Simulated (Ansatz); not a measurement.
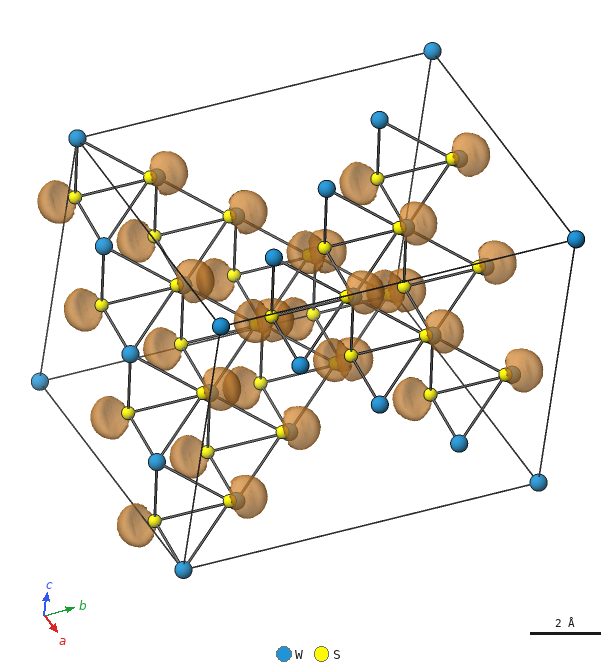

Figure 1: WS2. Isosurface of the ELF at 0.9 (orange), seen at an oblique angle. Only the valence region is drawn (cores and ρ < 0.01 e/Å³ removed). Sticks mark near contacts.

Space group R3m; a structure from a database of computed crystals, not necessarily the ambient phase.

Computed with DFT PBE, scalar-relativistic, plane waves, PAW in Ansatz.

In a PAW calculation such maps are meaningful between the atoms, not at the nuclei.

```cif
data_structure
_symmetry_space_group_name_H-M 'P 1'
_symmetry_Int_Tables_number 1
_cell_length_a 10.4911
_cell_length_b 10.4911
_cell_length_c 10.4911
_cell_angle_alpha 74.847
_cell_angle_beta 74.847
_cell_angle_gamma 74.847
_cell_volume 1052.44
loop_
_atom_site_label
_atom_site_type_symbol
_atom_site_fract_x
_atom_site_fract_y
_atom_site_fract_z
_atom_site_occupancy
W1 W 0.25068 0.75068 0.00068 1
W2 W 0.50068 0.50068 0.00068 1
W3 W 0.75068 0.25068 0.00068 1
W4 W 0.00068 0.75068 0.25068 1
W5 W 0.00068 0.00068 0.00068 1
W6 W 0.25068 0.50068 0.25068 1
W7 W 0.50068 0.25068 0.25068 1
W8 W 0.75068 0.75068 0.50068 1
W9 W 0.75068 0.00068 0.25068 1
W10 W 0.00068 0.50068 0.50068 1
W11 W 0.25068 0.25068 0.50068 1
W12 W 0.50068 0.75068 0.75068 1
W13 W 0.50068 0.00068 0.50068 1
W14 W 0.75068 0.50068 0.75068 1
W15 W 0.00068 0.25068 0.75068 1
W16 W 0.25068 0.00068 0.75068 1
S1 S 0.65407 0.15407 0.40407 1
S2 S 0.90407 0.90407 0.40407 1
S3 S 0.15407 0.65407 0.40407 1
S4 S 0.40407 0.15407 0.65407 1
S5 S 0.40407 0.40407 0.40407 1
S6 S 0.65407 0.90407 0.65407 1
S7 S 0.90407 0.65407 0.65407 1
S8 S 0.15407 0.15407 0.90407 1
S9 S 0.15407 0.40407 0.65407 1
S10 S 0.40407 0.90407 0.90407 1
S11 S 0.65407 0.65407 0.90407 1
S12 S 0.90407 0.15407 0.15407 1
S13 S 0.90407 0.40407 0.90407 1
S14 S 0.15407 0.90407 0.15407 1
S15 S 0.40407 0.65407 0.15407 1
S16 S 0.65407 0.40407 0.15407 1
S17 S 0.51395 0.01395 0.26395 1
S18 S 0.76395 0.76395 0.26395 1
S19 S 0.01395 0.51395 0.26395 1
S20 S 0.26395 0.01395 0.51395 1
S21 S 0.26395 0.26395 0.26395 1
S22 S 0.51395 0.76395 0.51395 1
S23 S 0.76395 0.51395 0.51395 1
S24 S 0.01395 0.01395 0.76395 1
S25 S 0.01395 0.26395 0.51395 1
S26 S 0.26395 0.76395 0.76395 1
S27 S 0.51395 0.51395 0.76395 1
S28 S 0.76395 0.01395 0.01395 1
S29 S 0.76395 0.26395 0.76395 1
S30 S 0.01395 0.76395 0.01395 1
S31 S 0.26395 0.51395 0.01395 1
S32 S 0.51395 0.26395 0.01395 1
```

What do the ELF domains correspond to?

At this value the surface marks out 32 lobes on S, pointing away from the bonds (lone pairs), counted in one cell of 48 atoms. Any copies at cell faces, edges or corners count once. Along the contacts the grid gives the following. W–S (2.42 Å): the ELF peaks at about 0.85 in the valence shell of S, 0.8 Å from its nucleus, and is about 0.50 at the midpoint.

Does the calculation give a band gap?

It is gapped, with a Kohn–Sham gap of 2.0 eV on the k-point mesh (the band edges may lie off the mesh, which would make the gap smaller).
